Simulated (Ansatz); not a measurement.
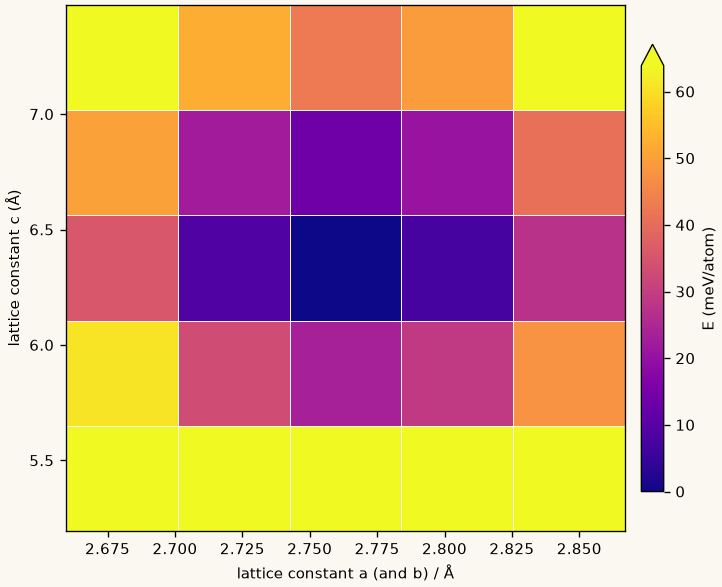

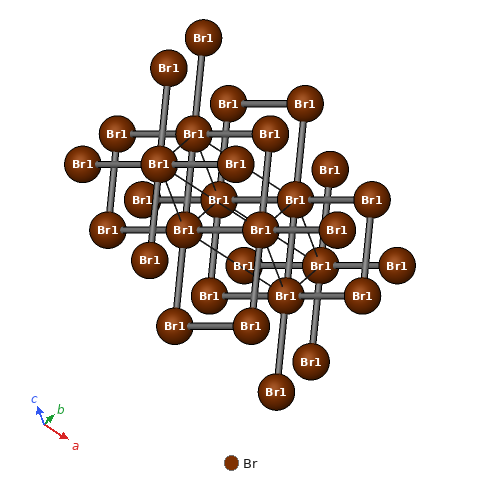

Energy landscape of Br (I4/mmm, No. 139; 1 atom in the cell). The energy is mapped over the lattice constants a and c of the conventional cell. Coordinates scanned: (1) lattice constant a (and b); (2) lattice constant c. Nothing is relaxed (symmetry fixes all fractional coordinates). The grid has 5 × 5 points. Points are written as (first, second). Energies are in meV/atom, from the lowest grid point. The runs have no spin polarisation; a magnetic state may lie lower. The calculation used DFT LDA+D3(BJ), scalar-relativistic, plane waves, PAW in Ansatz 0.2.0. Settings: cutoff 420 eV, k-mesh 22×22×22, gaussian smearing 0.15 eV, no spin polarisation.

Drawn: one coloured cell a grid point, one colour for all values above the top of the scale. The second picture is the structure at the lowest point

### What does the map say about the system?

The lowest grid point is at (2.763 Å, 6.33 Å). No other kind of well shows on this grid. The highest grid point, (2.680 Å, 5.42 Å), lies 166 meV/atom above the lowest. Round the minimum the two coordinates are nearly uncoupled.

The input of one point:

```yaml
crystal:
  lattice:
    - [-1.3816160895, 1.3816160895, 3.167022577]
    - [1.3816160895, -1.3816160895, 3.167022577]
    - [1.3816160895, 1.3816160895, -3.167022577]
  atoms:
    - { symbol: Br, position: [0.0, 0.0, 0.0] }
basis:
  ecutwfc: 420
kpoints:
  mp_grid: { grid: [22, 22, 22] }
hamiltonian:
  xc: lda
  pseudopotentials: { kind: paw }
  dispersion: d3bj
scf:
  occupations: { method: gaussian, width: 0.15 }
output:
  forces: true
  stress: true
  eigenvalues: true
```

Each point was launched as `ansatz run input.yaml --threads 1 --pin off --max-ram 2048MiB --backend cpu --events-out ev --progress --plain --runs-dir out`. The whole map (25 points run) took 8.1 min on 1 thread of Arm Neoverse N1, on a shared host.
